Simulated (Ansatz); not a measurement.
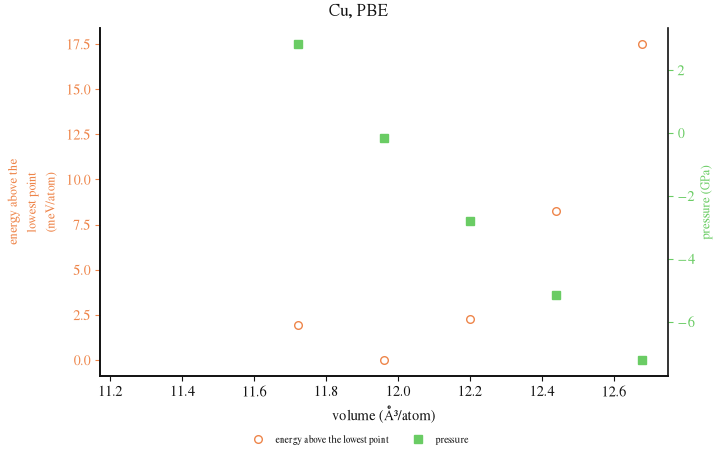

The plot gives the computed energy above the lowest point and pressure against volume for Cu, space group Fm-3m (No. 225) (one of a set of cubic test structures, which need not be the stable phase).

Computed with Ansatz 0.2.0 development build: equation of state of a cubic crystal from periodic Kohn-Sham density functional theory without spin, third-order Birch-Murnaghan fit to the free energies; pressure corrected for the finite basis. Level: PBE.

structure type fcc; atoms in cell 1; space group number 225; lattice centring face-centred primitive; k mesh 26×26×26; occupation method Fermi–Dirac; occupation width 0.06123 eV; wave cutoff 420 eV; datasets soft-1 PAW; density tolerance 1e−07 eV; bands 14; density cutoff ratio 4; search for lower states default.

The points at volume 11.24 Å³/atom and 11.48 Å³/atom are left out of the plot. What values does the calculation give there?

```json
{"volume (Å³/atom)": "11.24", "energy above the lowest point (meV/atom)": "20.6", "pressure (GPa)": "10.0"}
{"volume (Å³/atom)": "11.48", "energy above the lowest point (meV/atom)": "8.6", "pressure (GPa)": "6.2"}
```
